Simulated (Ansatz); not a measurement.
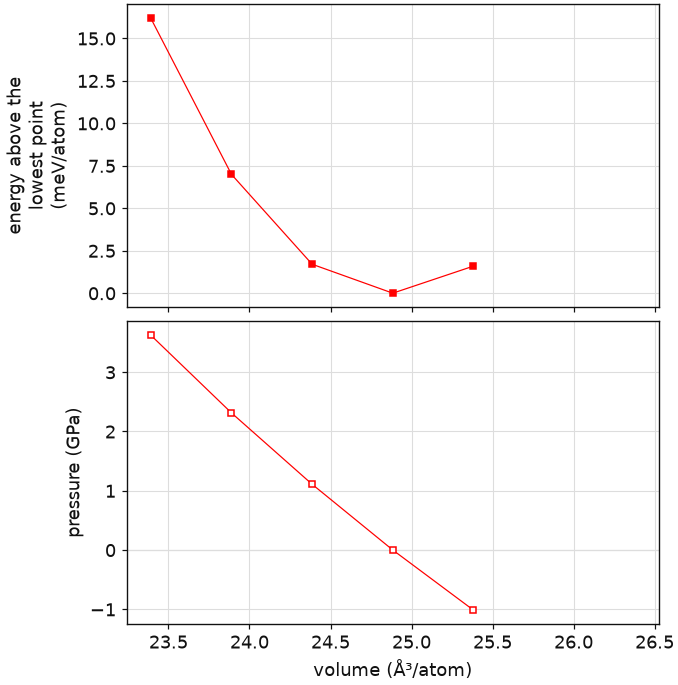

Plotted: energy above the lowest point and pressure against volume for Sc, space group Im-3m (No. 229) (one of a set of cubic test structures, which need not be the stable phase).

How it was computed, with Ansatz 0.2.0 development build: equation of state of a cubic crystal from periodic Kohn-Sham density functional theory without spin, third-order Birch-Murnaghan fit to the free energies; pressure corrected for the finite basis. Level: PBE.

| setting | value |
| --- | --- |
| structure type | bcc |
| atoms in cell | 1 |
| space group number | 229 |
| lattice centring | body-centred primitive |
| k mesh | 21×21×21 |
| occupation method | Fermi–Dirac |
| occupation width | 0.06123 eV |
| wave cutoff | 700 eV |
| datasets | hard PAW |
| density tolerance | 1e−09 eV |
| bands | 10 |
| density cutoff ratio | 4 |
| search for lower states | default |

The points at volume 25.88 Å³/atom and 26.38 Å³/atom are left out of the plot. What values does the calculation give there?

| volume (Å³/atom) | energy above the lowest point (meV/atom) | pressure (GPa) |
| --- | --- | --- |
| 25.88 | 6.2 | −1.947 |
| 26.38 | 13.6 | −2.804 |

Caveats: cubic model structure, not the ambient form; no spin polarisation, a magnetic state may lie lower.
